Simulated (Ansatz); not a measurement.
# Y on Co(0001): change of the work function, part 4 of 4

How does Y on the fcc site change the work function of Co(0001) as the layer fills?

Ansatz 0.2.0; plane-wave DFT, PBE, Ansatz PAW.

So far, work function, upper face (eV): step 2 (the clean slab) 4.93; step 3 (37 atoms, coverage 0.111 ML, cell 3x3) 2.58.

## (4) Adsorbate added, k-mesh 6×6×1, coverage 0.25 ML (continued)

The density of states has structure finer than the step of the table below, so its rows give means over 0.5 eV, whole bins alone (the curve runs from -8 to 1.98 eV). Peaks (eV: height): total -2.56: 50.4, -2.50: 57.0, -2.29: 52.1, -1.59: 54.1, -1.53: 51.7, -1.05: 64.0, -0.87: 73.9; up -2.50: 39.3, -2.44: 38.8, -1.59: 35.8, -1.29: 33.9, -1.11: 34.5, -1.05: 40.1, -0.87: 50.9; down -1.53: 30.4, -0.93: 37.5, -0.81: 31.7, -0.51: 31.5, -0.03: 32.6, 0.90: 36.5, 1.14: 32.7.

Density of states against energy, zero at the Fermi level; means over each step; values in states/eV a cell:

```
energy (eV)  total     up   down
       -7.5  0.921  0.469  0.452
       -7.0   2.10   1.10  0.997
       -6.5   1.93   1.00  0.928
       -6.0   2.72   1.42   1.31
       -5.5   2.81   1.62   1.19
       -5.0   8.38   6.47   1.92
       -4.5   15.3   12.6   2.65
       -4.0   16.4   11.1   5.29
       -3.5   24.5   16.6   7.91
       -3.0   27.1   17.6   9.45
       -2.5   40.3   26.6   13.6
       -2.0   29.6   18.0   11.7
       -1.5   40.9   23.0   17.8
       -1.0   49.4   26.4   22.9
       -0.5   26.6   7.99   18.6
        0.0   16.3   4.12   12.2
        0.5   19.6   2.70   16.9
        1.0   29.9   4.76   25.1
        1.5   11.8   4.08   7.76
```

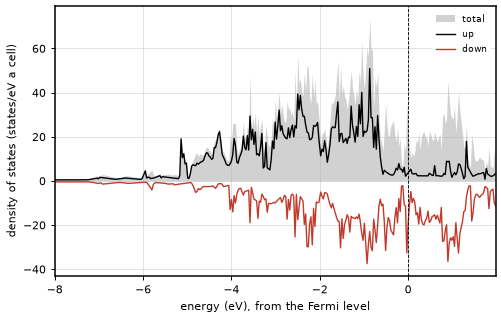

Density of states against energy. Down spins are drawn negative.

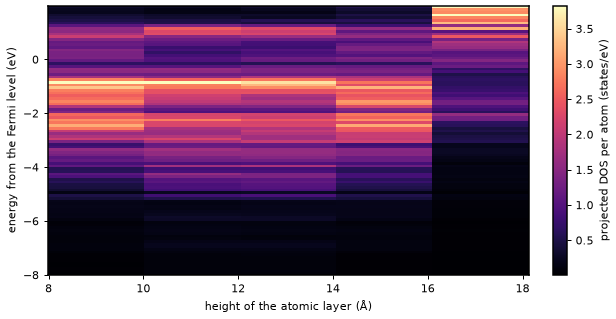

Projected DOS per atom over height of the atomic layer and energy from the Fermi level. Layers: Co4 Co4 Co4 Co4 Y from below.

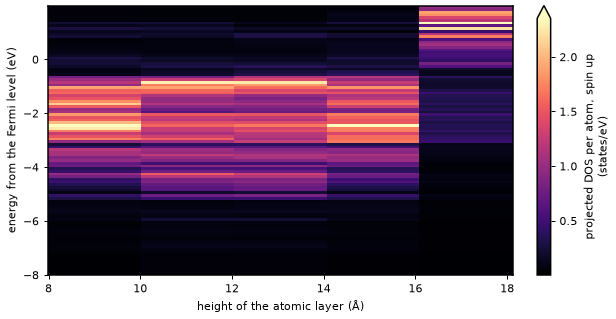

Projected DOS per atom, spin up over height of the atomic layer and energy from the Fermi level. Layers: Co4 Co4 Co4 Co4 Y from below.

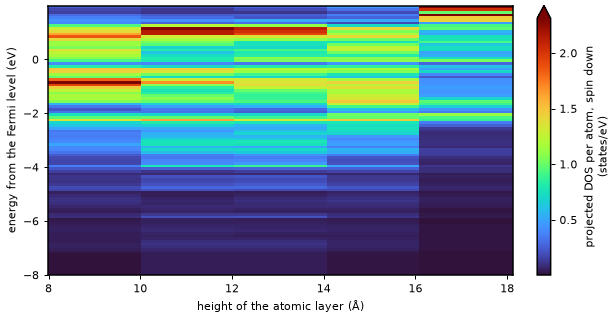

Projected DOS per atom, spin down over height of the atomic layer and energy from the Fermi level. Layers: Co4 Co4 Co4 Co4 Y from below.

Site moment by atom:

```csv
atom,site moment (μB)
Co1,1.83
Co2,1.76
Co3,1.72
Co4,1.47
Co5,1.83
Co6,1.76
Co7,1.72
Co8,1.47
Co9,1.83
Co10,1.76
Co11,1.72
Co12,1.47
Co13,1.84
Co14,1.76
Co15,1.75
Co16,1.79
Y17,-0.15
```

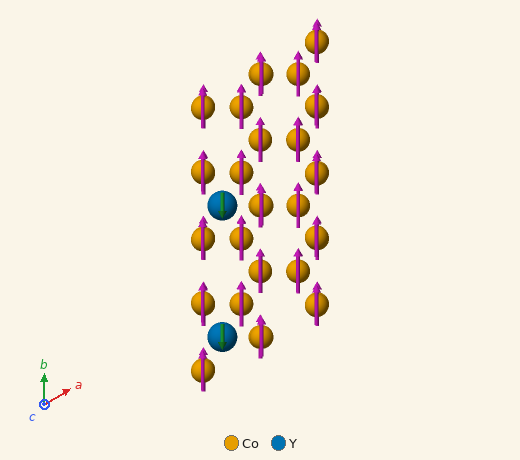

Site moment as arrows, the longest 1.84 μB. Up and down stand for the sign. Arrows give size and sign along the axis of quantisation, drawn up and down the page. Each arrow also spans its atom, so small moments look longer than they are. The two directions have two colours. 1×2×1 cells are drawn. Some periodic images of atoms are drawn too.

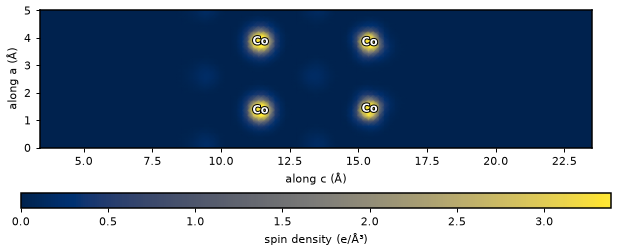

Spin density in the ca plane at fractional y = 0.000, with atoms of Co within 0.2 Å of it. The map starts off the cell's origin, so that atoms lie inside it. The far vacuum is left out of the map.

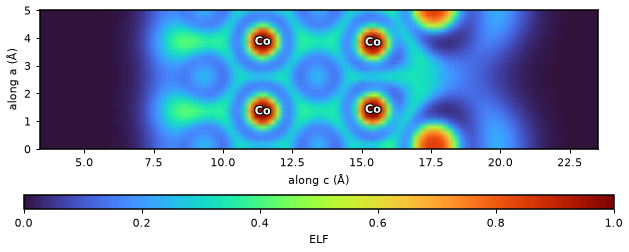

ELF in the ca plane at fractional y = 0.000, with atoms of Co within 0.2 Å of it. It is the smooth field of the valence electrons, not physical close to the nuclei. The map starts off the cell's origin, so that atoms lie inside it. The far vacuum is left out of the map.

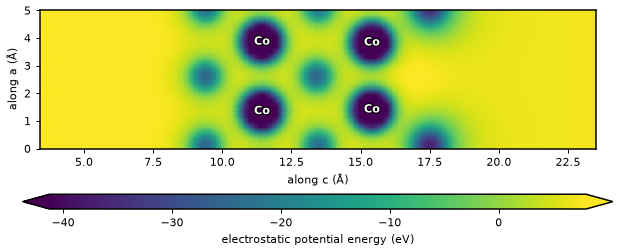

Electrostatic potential energy in the ca plane at fractional y = 0.000, with atoms of Co within 0.2 Å of it. With pseudopotentials it is smooth inside the atoms' cores, unlike the true potential. The map starts off the cell's origin, so that atoms lie inside it. The far vacuum is left out of the map.

The relaxation took 8 steps and lowered the energy by 1.4 eV; the largest force on the free atoms ends at 0.0071 eV/Å.

By hand: a sheet of dipoles makes a step −p/(ε₀A) in the electron's potential. With e/ε₀ = 180.95 V·Å, p = 0.3006 e·Å and A = 21.82 Å², that is −180.95 × (0.3006) / 21.82 = -2.492 eV, and the two vacuum levels of the run differ by -2.492 eV.

The covered face has 2.49 eV, -2.44 eV against the clean one; the bare back face has moved by -0.01 eV, a measure of how thin the slab is.

## (5) Work function against coverage

This step: plane-wave DFT, PBE, Ansatz PAW; work function against coverage (Ansatz 0.2.0).

The runs are now put side by side.

Numbers from this step:

| Property | Result |
| --- | --- |
| work function of the clean face | 4.925 eV |
| largest change of the work function | -2.436 eV |

The work function of the covered face by coverage:

| coverage (adsorbates/nm²) | work function of the covered face (eV) |
| --- | --- |
| 0.00 | 4.93 |
| 2.04 | 2.58 |
| 4.58 | 2.49 |

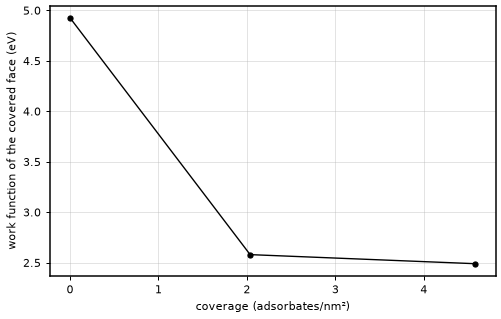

Work function of the covered face, plotted against coverage.

The dipole per adsorbate comes from the change of the cell's dipole. Coverage, by row:

```csv
coverage (1/nm²),coverage (ML),work function (eV),change (eV),"dipole per adsorbate, positive end outwards (debye)",mean height of the added atoms over the highest substrate atom (Å)
2.036,0.1111,2.579,-2.346,3.035,2.003
4.582,0.25,2.489,-2.436,1.407,1.909
```

## (6) What came out

```yaml
work_function_of_the_clean_face: 4.93 eV
work_function_at_0p11_ml: 2.58 eV
work_function_at_0p25_ml: 2.49 eV
dipole_per_adsorbate_at_0p11_ml_positive_end_outwards: 3.04 D
```

What this shows: Y lowers the work function of Co(0001) at the lowest coverage, by 2.35 eV: the adsorbate layer has its positive end outwards. The slab has 4 layers, at the tabulated experimental lattice constant, one starting site was run, and quantum-size effects of a slab this thin can reach one or two tenths of an eV. The magnetic order is the one reached from the typed start; other orders were not compared.

[Logs are printed without paths, hosts, clocks, repeated set-up lines and the standing remarks that a program may print on its own settings, such as how far it seeks lower states.]

[Hosts, paths, dates, database ids (printed as entryN), source tags and the programs' standing remarks are cut or masked in the printed files.]

[Maps of the electrostatic potential energy from Ansatz leave out the sawtooth potential of an applied field or a dipole correction, so their vacuum need not be flat; planar profiles and work functions include it.]
